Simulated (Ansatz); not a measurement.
System: GaP.

Input

```
crystal:
  lattice:
    - [0.0, 2.7786998443, 2.7786998443]
    - [2.7786998443, 0.0, 2.7786998443]
    - [2.7786998443, 2.7786998443, 0.0]
  atoms:
    - { symbol: Ga, position: [0.0, 0.0, 0.0] }
    - { symbol: P, position: [0.75, 0.75, 0.75] }
hamiltonian:
  xc: hf
  pseudopotentials: { kind: paw }
kpoints:
  mp_grid: { grid: [4, 4, 4] }
scf:
  occupations: { method: fermi_dirac, width: 0.05 }
output:
  forces: true
  stress: true
  eigenvalues: true
  write_density: true
  write_potential: true
  elf: true
  volumetric_format: npy
```

Launched as:

```sh
ansatz run input.yaml --threads 2 --pin off --max-ram 5632MiB --backend cpu --events-out ev --progress --plain --runs-dir out
```

Below, planes, directions and counts refer to the conventional cell (a = 5.56 Å, b = 5.56 Å, c = 5.56 Å, α = 90.00°, β = 90.00°, γ = 90.00°).

Space group F-43m.

Level of theory: Kohn-Sham DFT of a periodic cell, HF, Ansatz PAW in Ansatz 0.2.0.

**What will maps of the valence pseudo-density and electron localisation function show?**

Ga–P (2.41 Å): ρ at the midpoint is about 0.55 e/Å³; the ELF peaks at about 0.95 in the valence shell of P, 0.8 Å from its nucleus, and is about 0.85 at the midpoint.

**Does the calculation make it a metal, or give it a gap?**

It is gapped, with a Kohn–Sham gap of 7.8 eV on the k-point mesh, an upper bound to the gap of this method.

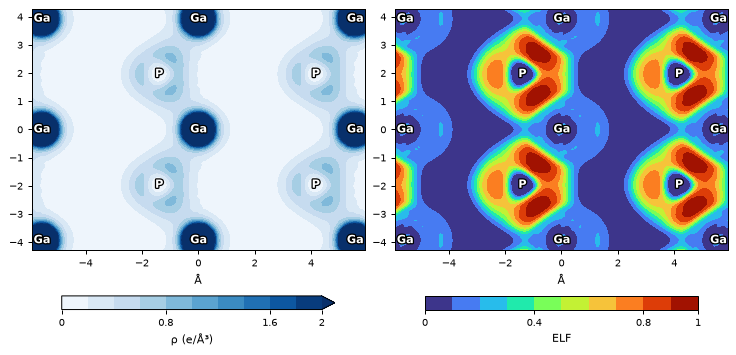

Computed valence pseudo-density and electron localisation function on the (110) plane of the conventional cell, in this order. 
